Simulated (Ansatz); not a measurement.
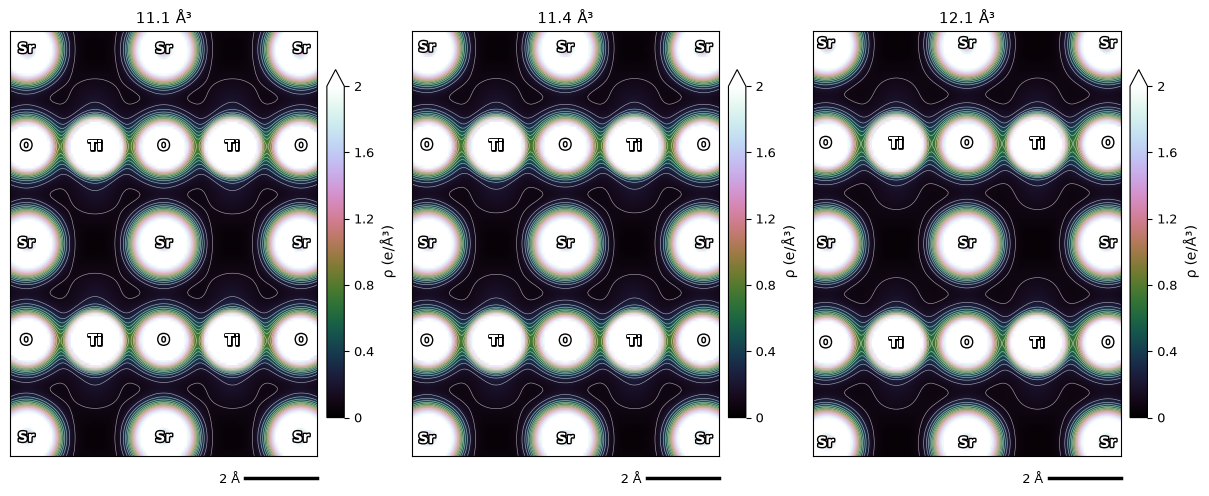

SrTiO3. The valence pseudo-density of cells scaled evenly to different volumes (given per atom above each panel), on the (11̄0) plane of each (indices in the axes of the cell below), at one length scale and on one colour scale.

Computed without spin polarisation.

These are results of DFT, r2SCAN, PAW with Ansatz's default frozen-core files, scalar-relativistic; relaxation of cell and atoms (Ansatz), not measurements.

The density is the valence pseudo-density of a PAW calculation; it isn't the true density close to the nuclei.

The largest cell:

```
Sr Ti O
1.0
     3.92107    0.00000    0.00000
     0.00000    3.92107    0.00000
     0.00000    0.00000    3.92107
Sr Ti O
1 1 3
Direct
  0.50000 0.50000 0.50000
  0.00000 0.00000 0.00000
  0.50000 0.00000 0.00000
  0.00000 0.50000 0.00000
  0.00000 0.00000 0.50000
```

| volume (Å³/atom) | Ti–O contact in the plane (Å) | ρ at its midpoint (e/Å³) | pressure (GPa) | gap on the mesh (eV) | 
| --- | --- | --- | --- | --- |
| 11.14 | 1.909 | 0.786 | 15.0 | 2.41 | 
| 11.37 | 1.923 | 0.760 | 10.0 | 2.37 | 
| 11.69 | 1.940 | ? | ? | ? | 
| 12.06 | 1.961 | 0.693 | −2.0 | 2.24 | 

Q: Estimate the missing row, and compare with the calculation.

A: Over the known rows ln ρ falls by 2.42 per Å of Ti–O distance (a least-squares line), which gives 0.729 e/Å³ at 1.940 Å; the calculation gives 0.728 e/Å³. For the pressure, a straight line in volume between the neighbouring rows gives 4.4 GPa; the calculation gives 4.0, lower because pressure rises ever faster on compression. For the gap on the mesh, a straight line in volume between the neighbouring rows gives 2.31 eV; the calculation gives 2.31.
